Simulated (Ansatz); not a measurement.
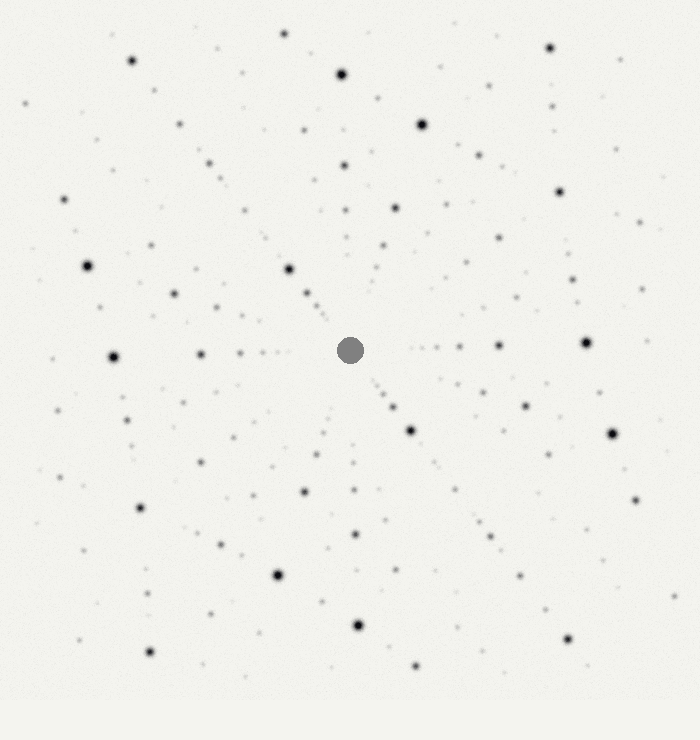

Simulated back-reflection Laue pattern (white X-rays, 0.45 to 2.2 Å, flat plate covering ±45° about the beam, kinematic intensities, seen from the source).

> What symmetry does the pattern show?

2mm: a twofold axis with two mirror lines.

The crystal is W, space group Fd-3m (No. 227), a = 5.76 Å. Structure: the end point of a relaxation with Ansatz, DFT, PBEsol, plane waves (420 eV) with PAW, scalar-relativistic; the starting structure was generated, so it need not be a known form of this composition.

> Which direction points towards the source?

[110] or one equivalent to it by a rotation of the Laue group. In Laue class m-3m no other family of directions with a member of indices 0 and ±1 has this symmetry.
